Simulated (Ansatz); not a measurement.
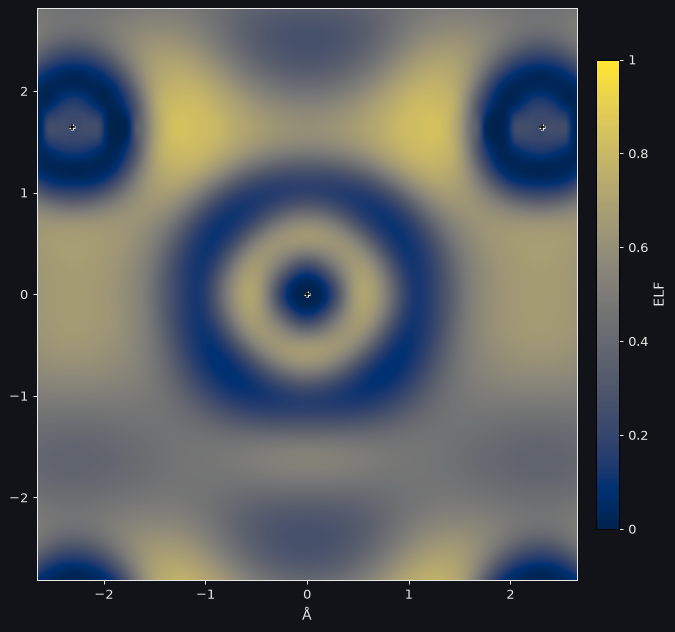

The ELF on a plane through atoms (crosses mark nuclei in the plane).

These are results of DFT PBEsol, scalar-relativistic, plane waves, PAW in Ansatz, not measurements.

Candidates:
A. TiAl, a = 2.85 Å, b = 2.85 Å, c = 4.62 Å, α = 90.00°, β = 90.00°, γ = 120.00°. Space group P-6m2; a structure from a database of computed crystals, not necessarily the ambient phase; computed without spin polarisation.
B. AlNi$_{2}$, a = 3.97 Å, b = 3.97 Å, c = 4.91 Å, α = 90.00°, β = 90.00°, γ = 120.00°. Space group P-3m1; a structure from a database of computed crystals, not necessarily the ambient phase; computed without spin polarisation.
C. MoS$_{2}$, a = 3.14 Å, b = 3.14 Å, c = 12.58 Å, α = 90.00°, β = 90.00°, γ = 120.00°. Space group P6₃/mmc; computed without spin polarisation.

Which candidate gave the map?

Candidate A: TiAl on the (110) plane of the conventional cell, which holds Ti and Al. Ti–Al (2.84 Å): the ELF is about 0.40 at the midpoint.
